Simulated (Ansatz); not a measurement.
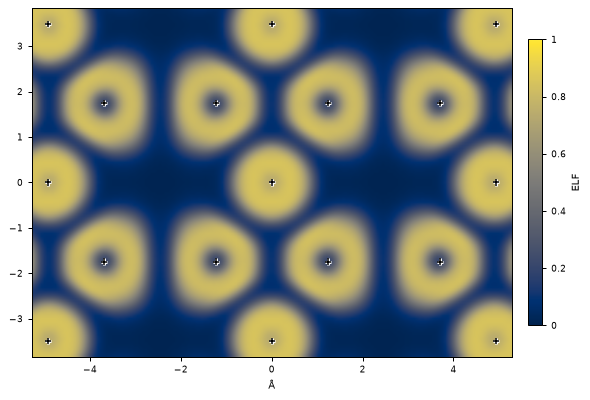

The ELF on a plane through atoms (crosses mark nuclei in the plane).

Level of theory: DFT PBE, scalar-relativistic, plane waves, PAW in Ansatz.

Candidates:
A. HfO2, a = 4.93 Å, b = 4.93 Å, c = 4.93 Å, α = 90.00°, β = 90.00°, γ = 90.00°. Space group Fm-3m; computed pressure about 30 GPa in this cell.
B. ZrN, a = 4.59 Å, b = 4.59 Å, c = 4.59 Å, α = 90.00°, β = 90.00°, γ = 90.00°. Space group Fm-3m; computed without spin polarisation.
C. TaN, a = 4.42 Å, b = 4.42 Å, c = 4.42 Å, α = 90.00°, β = 90.00°, γ = 90.00°. Space group Fm-3m.

Question: Which system is this?

Answer: Candidate A: HfO2 on the (110) plane of the conventional cell, which holds Hf and O. Hf–O (2.14 Å): the ELF peaks at about 0.85 in the valence shell of O, 0.6 Å from its nucleus, and drops to about 0.15 between the two atoms (no shared electron pair shows on this line).
